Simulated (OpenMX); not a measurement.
**PbS: 7 runs along one coordinate**

System: PbS (4 atoms in the cell).
Method: Kohn-Sham DFT of a periodic cell, LDA, OpenMX 2013 LDA set, no spin polarisation (OpenMX 3.8.5).

The 7 runs differ only in the geometry, by an even scaling of the cell at fixed fractional positions. The structure derives from a Materials Project entry.

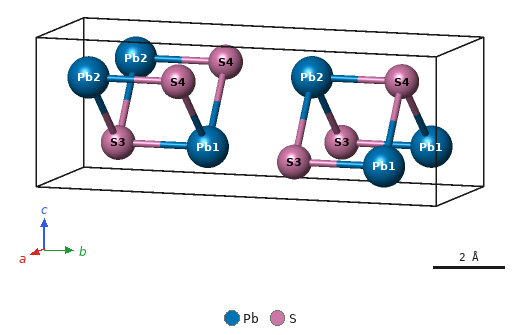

Figure 1. The structure of run 4 (ball-and-stick view of the cell 2 times as large as that of the calculation, set on its symmetry axes, seen slightly off an axis; atoms are numbered from 1 in the order of the input).

**Input of run 4**
```
System.CurrrentDirectory             ./
System.Name                          PbS
DATA.PATH                            ./DFT_DATA13
level.of.stdout                      1
level.of.fileout                     0
Species.Number                       2
<Definition.of.Atomic.Species
  Pb  Pb8.0-s3p2d2f1         Pb_CA13
  S   S7.0-s2p2d1f1          S_CA13
Definition.of.Atomic.Species>

Atoms.Number                         4
Atoms.SpeciesAndCoordinates.Unit     FRAC
<Atoms.SpeciesAndCoordinates
    1  Pb    0.1305633500    0.8694366500    0.2500000000   7.000  7.000
    2  Pb    0.8694366500    0.1305633500    0.7500000000   7.000  7.000
    3  S     0.3547970900    0.6452029100    0.2500000000   3.000  3.000
    4  S     0.6452029100    0.3547970900    0.7500000000   3.000  3.000
Atoms.SpeciesAndCoordinates>

Atoms.UnitVectors.Unit               Ang
<Atoms.UnitVectors
     2.0799526950   -5.9912968650    0.0000000000
     2.0799526950    5.9912968650    0.0000000000
     0.0000000000    0.0000000000    4.2793209400
Atoms.UnitVectors>

scf.XcType                           LDA
scf.SpinPolarization                 off
scf.ElectronicTemperature            580.226
scf.energycutoff                     500.0
scf.maxIter                          100
scf.EigenvalueSolver                 band
scf.Kgrid                            7 7 7
scf.Mixing.Type                      rmm-diisk
scf.Init.Mixing.Weight               0.05
scf.Min.Mixing.Weight                0.001
scf.Max.Mixing.Weight                0.3
scf.Mixing.History                   25
scf.Mixing.StartPulay                8
scf.criterion                        1.0e-8
scf.stress.tensor                    on
MD.Type                              nomd
Band.dispersion                      on
Band.Nkpath                          12
<Band.kpath
    7   0.000000  0.000000  0.000000    0.280130  0.280130  0.000000  G X
    4   0.280130  0.280130  0.000000    0.000000  0.500000  0.000000  X S
    6   0.000000  0.500000  0.000000    0.000000  0.500000  0.500000  S R
    4   0.000000  0.500000  0.500000    0.280130  0.280130  0.500000  R A
    7   0.280130  0.280130  0.500000    0.000000  0.000000  0.500000  A Z
    6   0.000000  0.000000  0.500000    0.000000  0.000000  0.000000  Z G
    4   0.000000  0.000000  0.000000   -0.500000  0.500000  0.000000  G Y
    5  -0.500000  0.500000  0.000000   -0.280130  0.719870  0.000000  Y X1
    6  -0.280130  0.719870  0.000000   -0.280130  0.719870  0.500000  X1 A1
    5  -0.280130  0.719870  0.500000   -0.500000  0.500000  0.500000  A1 T
    6  -0.500000  0.500000  0.500000   -0.500000  0.500000  0.000000  T Y
    4   0.000000  0.000000  0.500000   -0.500000  0.500000  0.500000  Z T
Band.kpath>
```

Command:
```bash
openmx PbS.dat -nt 1 > PbS.std
```

Run 3 has the same physical settings and fractional positions; its lattice vectors (Å) are:
```
   2.065993   -5.951086    0.000000
   2.065993    5.951086    0.000000
   0.000000    0.000000    4.250600
```

**Results, with one run withheld**

```tsv
run	volume per atom (Å³)	free energy per atom, from the lowest run given (meV)	gap on the mesh (eV)
1	25.064	0.00	0.90
2	25.597	0.53	0.95
3	26.130	?	?
4	26.664	13.48	1.02
5	27.197	25.06	1.05
6	27.730	39.55	1.07
7	28.263	56.64	1.09
```

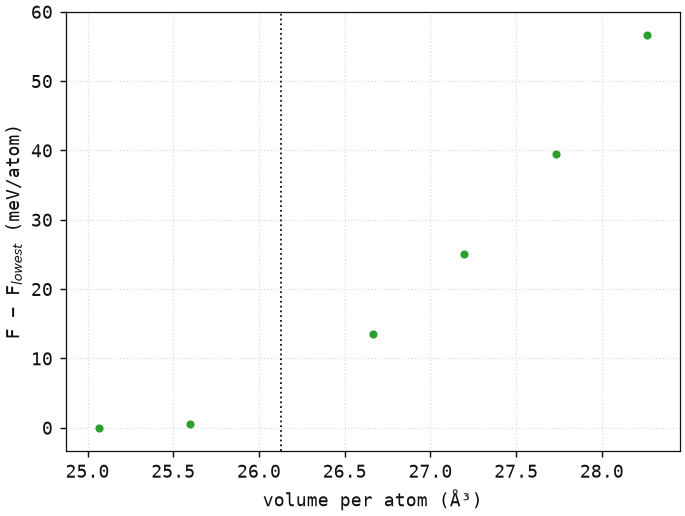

Figure 2. Free energy per atom of the runs given; the dotted line marks run 3.

Fit the runs given and predict run 3.

A cubic polynomial in V^(−2/3) (the Birch–Murnaghan form), fitted to the 6 runs given, misses them by under 0.01 meV per atom. With x = V^(−2/3) − 0.11191 Å⁻², it reads F = 14.385 − 6913.4 x + 8.0638e+05 x² + 1.5425e+06 x³ (meV per atom). At run 3 it gives 5.16 meV per atom, and the run itself gives 5.18. The fit has its minimum at 25.264 Å³ per atom, where V d²F/dV² gives 62.8 GPa. Cell shape and fractional positions are held, so this is the stiffness under even scaling; the relaxed bulk modulus wasn't computed and can be far lower in a crystal of layers, chains or molecules like this one. The gap on the mesh goes, without turning, from 0.90 eV in run 1 to 1.09 eV in run 7; run 3 has 0.98 eV. These are gaps of this functional on this mesh, which can miss the band edges; they aren't the measured gap.

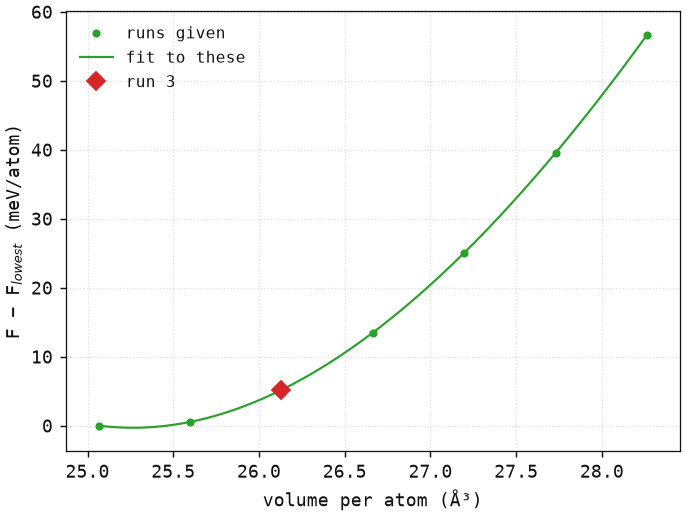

Figure 3. The fit and the withheld run.

**Some lines of the output (run 3)**
```
[...]
  Cell_Volume =    705.345231237701 (Bohr^3)
        Total energy (Hartree) at MD = 1
   kloop=0
   kloop=1
   kloop=171
```

Notes: Points of doubt noted for this run: few d functions beyond semicore. Spin–orbit coupling is left out, which matters for Pb. With a small basis of atomic orbitals these values can differ much from converged plane-wave results.
